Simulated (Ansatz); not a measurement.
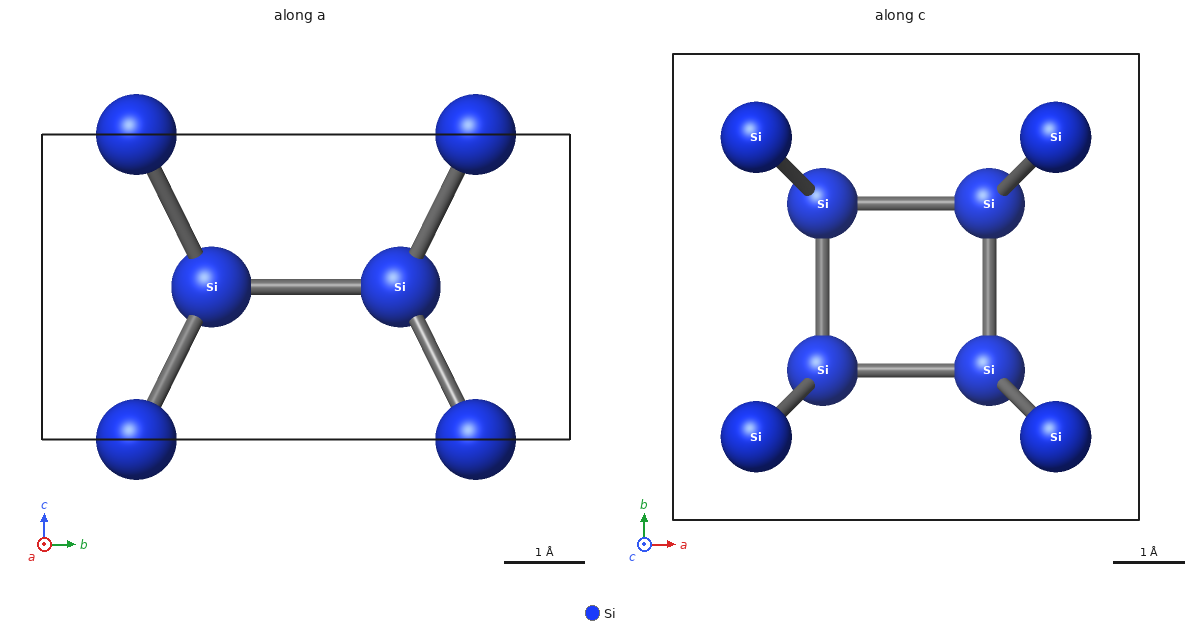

A ball-and-stick rendering, viewed along the a axis and along the c axis. One conventional unit cell is framed, with atoms on its boundary repeated.

Si, space group I4/mmm (No. 139), a = 6.65 Å, b = 6.65 Å, c = 3.84 Å, α = 90.00°, β = 90.00°, γ = 90.00°.

Computational set-up: DFT r2SCAN, scalar-relativistic, plane waves, PAW (Ansatz), E_cut = 500 eV, k-points about 0.19 Å⁻¹ apart, Gaussian smearing of 0.02 eV, no spin polarisation.

Question: Is it conducting or gapped at this level?

Answer: A semiconductor at this level, with a gap of 0.38 eV, indirect; the smallest direct gap is 0.59 eV.

The cell started as a structure listed in the Materials Project. Earlier steps of the study may have refined or changed the cell and positions. It went into a calculation with Ansatz.
